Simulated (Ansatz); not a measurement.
## A series of single points on SnO

System: SnO (Pm, 4 atoms in the cell).
Method: DFT PBEsol, scalar-relativistic, plane waves, PAW, no spin polarisation (Ansatz 0.2.0).

The 8 runs differ only in the geometry, by a strain of the cell at fixed fractional positions. Against run 5, the strain is εyy = −0.02 η, εyz = η and εzz = −0.02 η. The structure derives from a Materials Project entry.

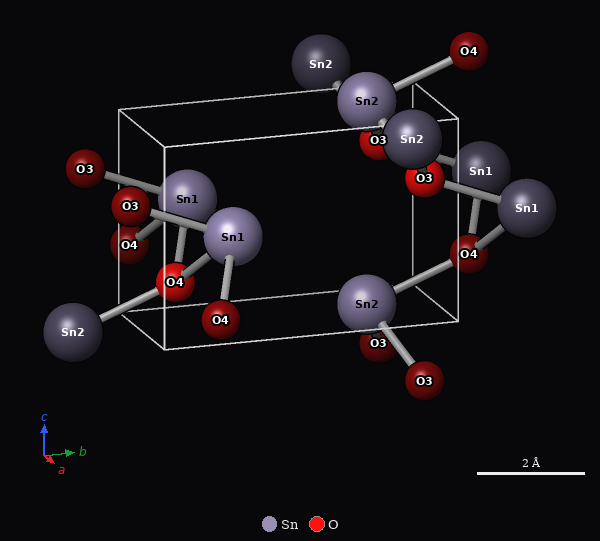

Figure 1. The structure of run 5 (ball-and-stick view of the cell of the calculation, seen slightly off an axis; neighbours outside the cell are drawn fainter; atoms are numbered from 1 in the order of the input).

**Input of run 5**
```yaml
crystal:
  lattice:
    - [3.3156061815, 0.0, 0.0]
    - [0.0, 5.7049851891, 0.1069684723]
    - [0.0, 0.0730155901, 3.8941648049]
  atoms:
    - { symbol: Sn, position: [0.0, 0.2337892808, 0.5261742991] }
    - { symbol: Sn, position: [0.5, 0.7662107192, 0.0261742991] }
    - { symbol: O, position: [0.0, 0.8853564082, 0.7238267009] }
    - { symbol: O, position: [0.5, 0.1146435918, 0.2238267009] }
basis:
  ecutwfc: 420
kpoints:
  mp_grid: { grid: [8, 6, 8] }
hamiltonian:
  xc: pbesol
scf:
  occupations: { method: gaussian, width: 0.05 }
output:
  forces: true
  stress: true
  eigenvalues: true
```

Lattice vectors (Å) and fractional positions of run 5:
```
   3.315606    0.000000    0.000000
   0.000000    5.704985    0.106968
   0.000000    0.073016    3.894165
Sn  0.000000  0.233789  0.526174
Sn  0.500000  0.766211  0.026174
O   0.000000  0.885356  0.723827
O   0.500000  0.114644  0.223827
```

Run 4 differs from it as follows:
```diff
-    - [0.0, 5.7049851891, 0.1069684723]
-    - [0.0, 0.0730155901, 3.8941648049]
+    - [0.0, 5.7049851891, 0.0713123149]
+    - [0.0, 0.0486770601, 3.8941648049]
```

**Results, with one run withheld**

```csv
run,strain parameter η (%),"free energy per atom, from the lowest run given (meV)",pressure (GPa),gap on the mesh (eV)
1,−6.8774,33.27,0.78,1.17
2,−4.3765,7.92,0.19,1.22
3,−1.2504,0.00,0.01,1.24
4,−0.6252,?,?,?
5,0.0000,4.23,0.11,1.23
6,1.2504,12.68,0.30,1.21
7,1.8757,18.48,0.44,1.20
8,2.5009,25.35,0.60,1.18
```

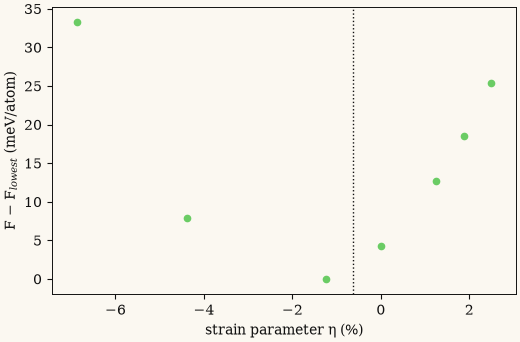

Figure 2. Free energy per atom of the runs given; the dotted line marks run 4.

Estimate the energy of run 4 from the others.

A cubic polynomial in the coordinate, fitted to the 7 runs given, misses them by at most 0.01 meV per atom. With x = η + 0.9825, it reads F = 0.55227 + 2.4144 x + 1.3507 x² − 7.5544e-05 x³ (meV per atom). At run 4 it gives 1.59 meV per atom, and the run itself gives 1.58. The fit has its minimum at η = −1.8762 %. The gap on the mesh lies between 1.17 eV (run 1) and 1.24 eV (run 3); run 4 has 1.23 eV. These are gaps of this functional on this mesh, which can miss the band edges; they aren't the measured gap.

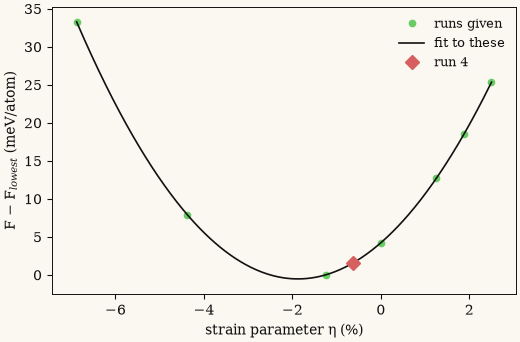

Figure 3. The fit and the withheld run.

**Output, shortened to warnings, some set-up lines, iterations and results (run 4)**
```
Basis set: ecut = 420 eV, 1445 PW (Γ), exchange–correlation on 48×80×54 points (8 copies of the dense FFT grid, shifted against one another)
Symmetry: 2 space group operations
k-points: 130 of 384 (time reversal used)
Initial density: superposition of atomic densities (neutral atoms: chi_scale 0, normalization atom), corrected by the library's trained network
[...]
SCF iter   1: F=—  HF=-13021.068566 eV  |F-HF|=—  |Δ(HF+E_count)|=         —  Δρ=1.48e-2  dr2=1.56e-1  ethr=1.77e-3  ⟨swp⟩=6.2  Hψ=14472  notcnv=0
SCF iter   2: F=—  HF=-13021.035733 eV  |F-HF|=—  |Δ(HF+E_count)|=   3.28e-2  Δρ=2.13e-3  dr2=3.37e-3  ethr=3.91e-4  ⟨swp⟩=2.1  Hψ=5193  notcnv=0
SCF iter   3: F=—  HF=-13021.035330 eV  |F-HF|=—  |Δ(HF+E_count)|=   4.03e-4  Δρ=7.25e-4  dr2=1.68e-4  ethr=8.42e-6  ⟨swp⟩=2.0  Hψ=4300  notcnv=0
SCF iter   4: F=—  HF=-13021.035356 eV  |F-HF|=—  |Δ(HF+E_count)|=   2.61e-5  Δρ=2.19e-4  dr2=5.98e-5  ethr=4.21e-7  ⟨swp⟩=2.0  Hψ=5720  notcnv=0
SCF iter   5: F=—  HF=-13021.035357 eV  |F-HF|=—  |Δ(HF+E_count)|=   7.95e-7  Δρ=4.52e-5  dr2=7.92e-7  ethr=1.50e-7  ⟨swp⟩=2.0  Hψ=5636  notcnv=0
SCF iter   6: F=-13021.035358 eV  HF=-13021.035358 eV  |F-HF|=4.49e-8  |Δ(HF+E_count)|=   6.37e-7  Δρ=1.10e-5  dr2=4.30e-8  ethr=2.50e-10  ⟨swp⟩=7.2  Hψ=15181  notcnv=0
SCF 1 converged in 6 iterations: F = -13021.035358 eV  dr2 = 4.30e-8
SCF converged after 6 iterations
Free energy (F): -13021.035358 eV
Harris-Foulkes:  -13021.035358 eV  (|F-HF|=4.49e-8)
Internal energy: -13021.035358 eV  (E = F + TS)
E sigma→0 (E₀):  -13021.035358 eV
Fermi energy:    8.931103 eV
--- Per-component energies (eV) ---
  E_band       = -217.210182
  E_kinetic    = 722.172085
  E_local      = -2820.947742  (includes V_loc(G=0)·N_el)
  E_nonlocal   = 36.157082
  E_hartree    = 1502.405019
  E_xc         = -903.950176
  E_vxc        = -380.258402  (∫ρ·V_xc dr)
  E_paw        = -8433.986441  (= ΣΔE_a)
  E_vpaw       = -779.145994  (= ΣTr[D̂ρ^β])
  E_aug_tail   = 0.004818  (compensation charges beyond the density's cutoff)
  E_ewald      = -3123.530257
  E_core_change = 0.640255  (= ΣΔE_core)
  E_smearing   = -0.000000  (= −TS)
  E_closure    = -0.000000  (closes the sum)
  Σ components = -13021.035358   (vs F -13021.035358, Δ=0.00e0)
--- Forces (eV/Å), atoms counted from 1 ---
  atom   1  Sn    -0.00000000     0.06097392    -0.19897024
  atom   2  Sn     0.00000000     0.03913600     0.20009639
  atom   3  O     -0.00000000    -0.05714385     0.03095890
  atom   4  O     -0.00000000    -0.04294384    -0.03186735
  max |Σ_I F_I| component: 2.18e-4 eV/Å
--- Stress (GPa, compression-positive) ---
        0.067826      -0.000000      -0.000000
       -0.000000       0.093998      -1.470785
       -0.000000      -1.470786      -0.028996
  P = ⅓ Tr σ = 0.0443 GPa (0.443 kbar)
```
